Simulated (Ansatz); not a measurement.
System: Rh (slab).

Input

```
crystal:
  lattice:
    - [2.7082034589, 0.0, 0.0]
    - [0.0, 2.7082034589, 0.0]
    - [0.0, 0.0, 18.8299780612]
  atoms:
    - { symbol: Rh, position: [0.5, 0.5, 0.3983010482] }
    - { symbol: Rh, position: [0.0, 0.0, 0.5] }
    - { symbol: Rh, position: [0.5, 0.5, 0.6016989518] }
basis:
  ecutwfc: 420
kpoints:
  mp_grid: { grid: [13, 13, 1] }
hamiltonian:
  xc: pbe
scf:
  occupations: { method: gaussian, width: 0.1 }
output:
  forces: true
  stress: true
  eigenvalues: true
  write_density: true
  write_potential: true
  elf: true
  volumetric_format: npy
efield:
  axis: 3
  dipole_correction: true
```

Command:

```sh
ansatz run input.yaml --threads 1 --pin off --max-ram 2560MiB --backend cpu --events-out ev --progress --plain --runs-dir out
```

Not relaxed (largest force 0.6 eV/Å); computed without spin polarisation.

The calculation used Ansatz, DFT PBE, scalar-relativistic, plane waves, PAW.

### What will maps of the valence pseudo-density and electron localisation function show?

Rh–Rh (2.71 Å): ρ is about 0.34 e/Å³ halfway; the ELF is about 0.25 at the midpoint (no shared electron pair shows on this line).

### Metal or insulator at this level of theory?

It is gapless in this calculation (a metal or semimetal).

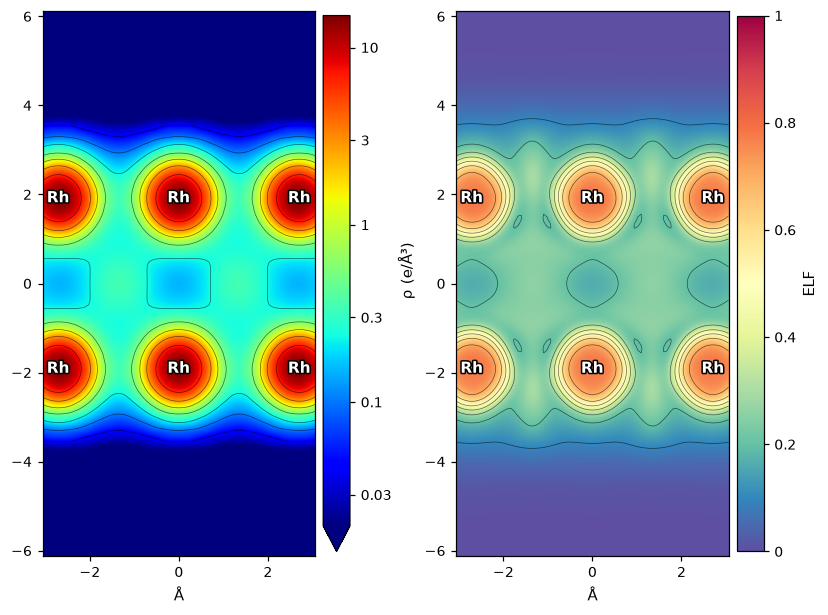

Computed valence pseudo-density and electron localisation function on the (010) plane of the calculation cell, a cut from vacuum to vacuum, in this order. 

In a PAW calculation such maps are meaningful between the atoms, not at the nuclei.
